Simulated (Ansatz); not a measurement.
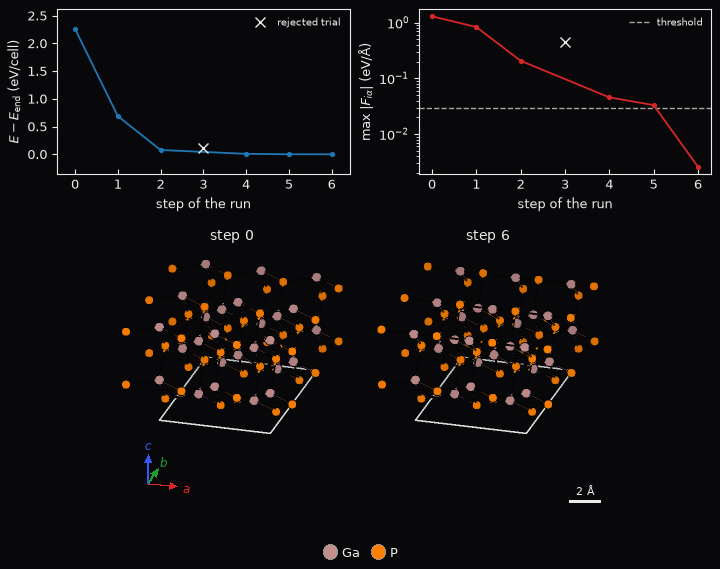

First and last geometry of a constrained relaxation of a slab of composition GaP (cut from the F-43m phase), with the history of the run. Style: ball-and-stick. Shown: the cell of the calculation, outlined in the plane, without the vacuum (origin shifted), from a free direction.

Case: clean slab, lower planes held. The slab is the (1 1 0) face of GaP. 16 atoms are held fixed.

The calculation used Ansatz, DFT PBE+D3(BJ), scalar-relativistic, plane waves, PAW. Settings: plane-wave cutoff 420 eV; k-point mesh 2 × 2 × 1; occupations gaussian; smearing width 0.05 eV; no spin polarisation; dipole correction; atoms relaxed in a fixed cell; force threshold 0.03 eV/Å; at most 70 steps.

**Read the history and describe the run.**

It converged. The energy falls by 2.263 eV per cell of the calculation in 5 accepted moves (6 points after the start). Largest force component: 1.3 eV/Å at the start, 0.0026 eV/Å at the end. The line search rejected the trial step at point 3 of the run. The largest moves, 0.51 Å, are those of Ga atoms. Largest moves by element: Ga 0.51 Å, P 0.26 Å. The cell stays as it was. Near-neighbour distances that change, for instance: Ga–P 2.358 → 2.430 Å, Ga–P 2.358 → 2.316 Å, Ga–P 2.358 → 2.384 Å, Ga–P 2.358 → 2.351 Å. Among the angles between lasting bonds that change: Ga–P–Ga 109.5° → 92.1°, P–Ga–P 109.5° → 122.8°, Ga–P–Ga 109.5° → 96.2°.
